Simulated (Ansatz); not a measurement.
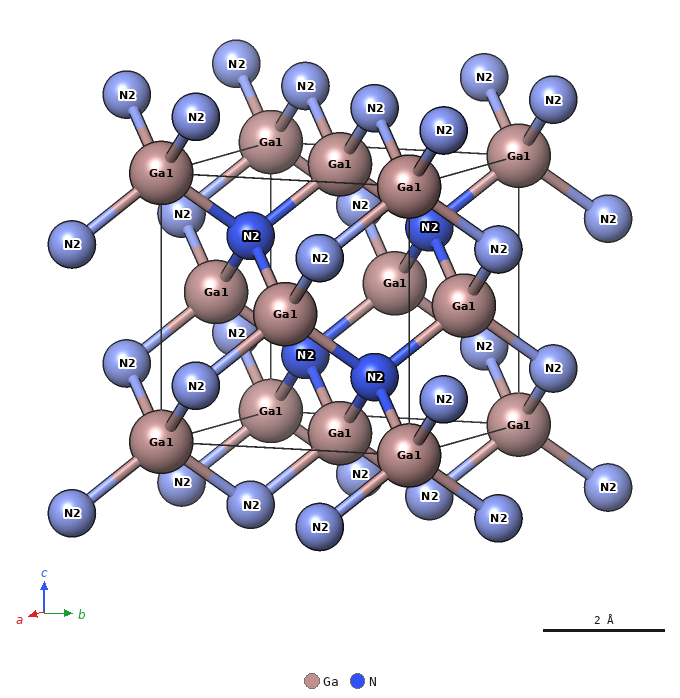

Fig. 1: The input geometry (ball-and-stick view of the cell 4 times as large as that of the calculation, set on its symmetry axes, seen slightly off an axis; neighbours outside the cell are drawn fainter; atoms are numbered from 1 in the order of the input).

## Single-point calculation, with input and output: GaN

- system: GaN (F-43m, 2 atoms in the cell)
- method: DFT LDA, scalar-relativistic, plane waves, PAW, no spin polarisation (Ansatz 0.2.0)

The structure derives from a Materials Project entry. Figures and captions count atoms from 1; the log counts them from 0 in places.

### Log
```
Engine: ansatz 0.2.0, x86_64-unknown-linux-gnu
Pseudopotentials: kind: paw
Pseudopotential: Ga, paw, valence charge 13, recommended cutoff 420 eV (normal), Ga.paw.azcp
Pseudopotential: N, paw, valence charge 5, recommended cutoff 420 eV (normal), N.paw.azcp
Functional definition: SPW92
  exchange = slater_x
  correlation = pw_c
Crystal: 2 atoms, lattice volume = 22.888 Å³
Basis set: ecut = 420 eV, 459 PW (Γ)
Bands: 13, of which v1, the nominal top of the filled ones, is band 9 counted from 1 (8 counted from 0)
Symmetry: 24 space group operations
Space group: F-43m (ITA 216), of the structure as read, at distance tolerance 2.8e-5 Å
k-points: 29 of 512 (time reversal used)
Non-local potential: Ga, projectors of the file, l = 0: 2, l = 1: 2, l = 2: 3, l = 3: 1
Non-local potential: N, projectors of the file, l = 0: 2, l = 1: 2, l = 2: 1
PAW form: soft (Blöchl's): semilocal exchange-correlation on the pseudo side does not see the compensation charge
PAW frozen core: Ga, regenerated for the run's functional, and the local potential with it (the file was generated under x = pbe(κ = 0.804, μ = 0.2195149727645171), c = pbe(β = 0.06672455060314922))
PAW frozen core: N, regenerated for the run's functional, and the local potential with it (the file was generated under x = pbe(κ = 0.804, μ = 0.2195149727645171), c = pbe(β = 0.06672455060314922))
PAW one-centre angular grid: Ga, 590 points (default); XC on 64 Gauss nodes
PAW one-centre angular grid: N, 110 points (default); XC on 64 Gauss nodes
Initial density: superposition of atomic densities (neutral atoms: chi_scale 0, normalization atom), corrected by the library's trained network
Initial wavefunctions: pseudopotential atomic-orbital guess
Functional: x = slater, c = lda
SCF iter   1: F=—  HF=-4082.078108 eV  |F-HF|=—  |Δ(HF+E_count)|=         —  Δρ=1.32e-2  dr2=3.85e-2  ethr=1.77e-3  ⟨swp⟩=4.7  Hψ=1906  notcnv=0
preconditioner: auto → none  [insulator: Δε(μ)=1.625 eV  Ē_g=18.627 eV  σ=0.100 eV  W_gap=1.00  n_scr=8 (ndim 8)  ℏωp=32.9 eV  f_vac=0.001  D(μ)=0.00/eV (n_scr^D=0)  ε∞_Penn≈4.1]
SCF iter   2: F=—  HF=-4082.068339 eV  |F-HF|=—  |Δ(HF+E_count)|=   9.77e-3  Δρ=4.72e-3  dr2=5.41e-3  ethr=2.14e-4  ⟨swp⟩=1.0  Hψ=609  notcnv=0
SCF iter   3: F=—  HF=-4082.066906 eV  |F-HF|=—  |Δ(HF+E_count)|=   1.43e-3  Δρ=1.47e-3  dr2=1.85e-4  ethr=3.01e-5  ⟨swp⟩=2.7  Hψ=564  notcnv=0
SCF iter   4: F=—  HF=-4082.066751 eV  |F-HF|=—  |Δ(HF+E_count)|=   1.55e-4  Δρ=3.95e-4  dr2=1.06e-5  ethr=1.03e-6  ⟨swp⟩=2.1  Hψ=585  notcnv=0
SCF iter   5: F=—  HF=-4082.066747 eV  |F-HF|=—  |Δ(HF+E_count)|=   4.19e-6  Δρ=2.44e-5  dr2=6.76e-8  ethr=5.89e-8  ⟨swp⟩=2.7  Hψ=587  notcnv=0
SCF iter   6: F=-4082.066747 eV  HF=-4082.066747 eV  |F-HF|=1.19e-9  |Δ(HF+E_count)|=   7.82e-9  Δρ=4.05e-6  dr2=2.65e-9  ethr=3.76e-10  ⟨swp⟩=2.1  Hψ=1342  notcnv=0
SCF 1 converged in 6 iterations: F = -4082.066747 eV  dr2 = 2.65e-9
  greatest PAW one-centre occupation: 0.996 electrons in one spin orbital (limit 2), on the Ga atom at site 0 (counted from 0), in its partial waves of l = 2
SCF converged after 6 iterations
Free energy (F): -4082.066747 eV
Harris-Foulkes:  -4082.066747 eV  (|F-HF|=1.19e-9)
Internal energy: -4082.066747 eV  (E = F + TS)
E sigma→0 (E₀):  -4082.066747 eV
Fermi energy:    10.149509 eV
--- Per-component energies (eV) ---
  E_band       = -13.122011
  E_kinetic    = 246.494027
  E_local      = -1953.281151  (includes V_loc(G=0)·N_el)
  E_nonlocal   = 477.482925
  E_hartree    = 895.550121
  E_xc         = -127.671752
  E_vxc        = -133.990904  (∫ρ·V_xc dr)
  E_paw        = -2035.014607  (= ΣΔE_a)
  E_vpaw       = -440.928075  (= ΣTr[D̂ρ^β])
  E_aug_tail   = 0.000119  (compensation charges beyond the density's cutoff)
  E_ewald      = -1587.434954
  E_core_change = 1.808524  (= ΣΔE_core)
  E_smearing   = -0.000000  (= −TS)
  E_closure    = 0.000000  (closes the sum)
  Σ components = -4082.066747   (vs F -4082.066747, Δ=0.00e0)
--- Forces (eV/Å), atoms counted from 1 ---
  atom   1  Ga    -0.00000000     0.00000000     0.00000000
  atom   2  N      0.00000000    -0.00000000    -0.00000000
  max |Σ_I F_I| component: 5.55e-17 eV/Å
--- Stress (GPa, compression-positive) ---
       -6.491193      -0.000000      -0.000000
       -0.000000      -6.491193       0.000000
       -0.000000       0.000000      -6.491193
  P = ⅓ Tr σ = -6.4912 GPa (-64.912 kbar)
--- Band table (eV; the first three rows and the last of 29) ---
  k-point 0: bands = ["-6.5258", "-4.3060", "-4.3060", "-4.3060", "-3.9908", "-3.9908", "9.2804", "9.2804", "9.2804", "11.0124", "19.3981", "19.3981", "19.3981"]
  k-point 1: bands = ["-6.3580", "-4.2856", "-4.2856", "-4.2370", "-3.9925", "-3.9925", "7.7574", "9.1167", "9.1167", "12.1383", "18.6901", "19.6360", "19.6360"]
  k-point 2: bands = ["-5.9985", "-4.2458", "-4.2458", "-3.9861", "-3.9861", "-3.9062", "5.4112", "8.7529", "8.7529", "13.2880", "17.8914", "19.8642", "19.8642"]
  k-point 28: bands = ["-5.5415", "-4.1612", "-4.1350", "-3.9815", "-3.9803", "-1.8212", "3.4990", "5.5415", "5.5929", "15.4008", "17.5039", "19.4281", "20.1909"]
```

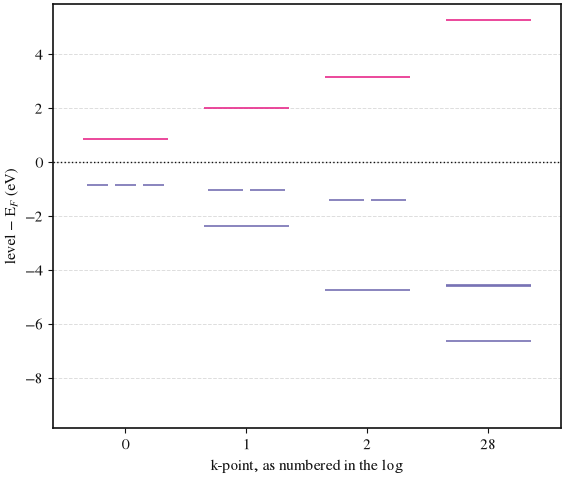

Fig. 2: Kohn–Sham levels near the Fermi level (dotted) at the few k-points that the log prints; levels within 0.02 eV of each other stand side by side. Among these points the highest filled and lowest empty levels are 1.73 eV apart, which is the gap on the mesh.

This output came from the following input.

### Input file
```yaml
crystal:
  lattice:
    - [0.0, 2.2535006075, 2.2535006075]
    - [2.2535006075, 0.0, 2.2535006075]
    - [2.2535006075, 2.2535006075, 0.0]
  atoms:
    - { symbol: Ga, position: [0.0, 0.0, 0.0] }
    - { symbol: "N", position: [0.75, 0.75, 0.75] }
basis:
  ecutwfc: 420
kpoints:
  mp_grid: { grid: [8, 8, 8] }
hamiltonian:
  xc: lda
scf:
  occupations: { method: gaussian, width: 0.1 }
output:
  forces: true
  stress: true
  eigenvalues: true
```

Run as:
```bash
ansatz run input.yaml --threads 1 --pin off --max-ram 3072MiB --backend cpu --events-out ev --progress --plain --runs-dir out
```

### Summary

| quantity | value |
| --- | --- |
| outcome | converged |
| space group (tolerance 0.01 Å) | F-43m (216) |
| electrons treated | 18 |
| free energy | −4082.0667 eV |
| Fermi energy | 10.150 eV |
| gap on the k-point mesh | 1.73 eV |
| pressure | −6.49 GPa |
| largest force (length of the vector) | under 0.001 eV/Å |
| hardware | 1 thread of Intel Xeon Gold (Sapphire Rapids), 64 GiB of memory available, shared host |
| wall time | 0.66 s |
| peak memory | 0.33 GiB |

### Remarks

The cell is under a tension of 6.5 GPa at this level, so it is not at its equilibrium volume.
